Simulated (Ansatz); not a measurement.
Input

```
crystal:
  lattice:
    - [4.006743288, 0.0, 0.0]
    - [-2.003371644, 3.4699414739, 0.0]
    - [0.0, 0.0, 13.2100278072]
  atoms:
    - { symbol: P, position: [0.6666666667, 0.3333333333, -5.05536e-05] }
    - { symbol: As, position: [0.6666666667, 0.3333333333, 0.4996791625] }
    - { symbol: As, position: [0.3333333333, 0.6666666667, 0.7530215502] }
    - { symbol: As, position: [0.3333333333, 0.6666666667, 0.2462266687] }
    - { symbol: Ga, position: [0.6666666667, 0.3333333333, 0.8182831948] }
    - { symbol: Ga, position: [0.6666666667, 0.3333333333, 0.3110491337] }
    - { symbol: Ga, position: [0.3333333333, 0.6666666667, 0.5645101235] }
    - { symbol: Ga, position: [0.3333333333, 0.6666666667, 0.0572807201] }
kpoints:
  mp_grid: { grid: [6, 6, 2] }
hamiltonian:
  xc: r2scan
scf:
  occupations: { method: fermi_dirac, width: 0.02 }
relax:
  f_tol: 0.005
  cell: {}
output:
  write_density: true
  write_potential: true
  elf: true
  volumetric_format: npy
```

Launched as:

```sh
ansatz run input.yaml --threads 4 --pin off --max-ram 6451MiB --backend cpu --events-out ev --progress --plain --runs-dir out
```

Below, planes, directions and counts refer to the conventional cell (a = 3.96 Å, b = 3.96 Å, c = 13.04 Å, α = 90.00°, β = 90.00°, γ = 120.00°).

The fields are those of the run's last geometry, not of the input's.

Space group P3m1; started from the ordered alloy on wurtzite lattice prototype, which need not be the ambient phase.

These are results of DFT, r2SCAN, plane waves, PAW in Ansatz 0.2.0, not measurements.

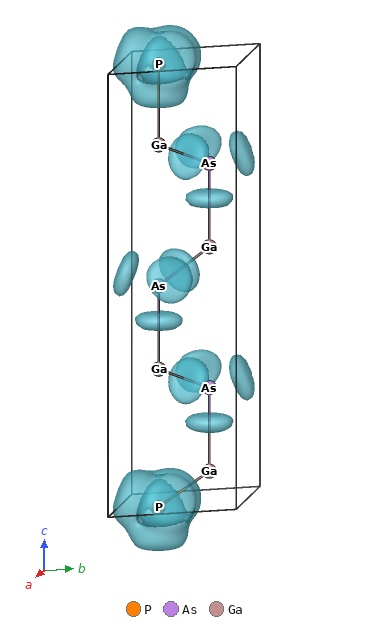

Ga₄As₃P. Isosurface of the ELF at 0.7 (cyan), seen slightly off an axis. Core shells and regions of very low density are left out. Sticks mark near contacts.

Core electrons are frozen (PAW), and the valence fields are smoothed inside the atomic spheres.

Question: Identify the bonds, lone pairs and shells in this picture.

Answer: At this value the surface marks out twelve regions between bonded As–Ga atoms (shared pairs) and one region on P in which the atom's valence shell and bonds are merged, counted in one cell of 8 atoms. Any copies at cell faces, edges or corners count once. Profiles from the grid: Ga–P (2.37 Å): the ELF peaks at about 0.90 in the valence shell of P, 0.7 Å from its nucleus, and is about 0.80 at the midpoint. Ga–As (2.44 Å): the ELF peaks at about 0.80 between the atoms: a covalent bond.

Question: Does the calculation make it a metal, or give it a gap?

Answer: It is gapped, with a Kohn–Sham gap of 1.1 eV on the k-point mesh, an upper bound to the gap of this method.
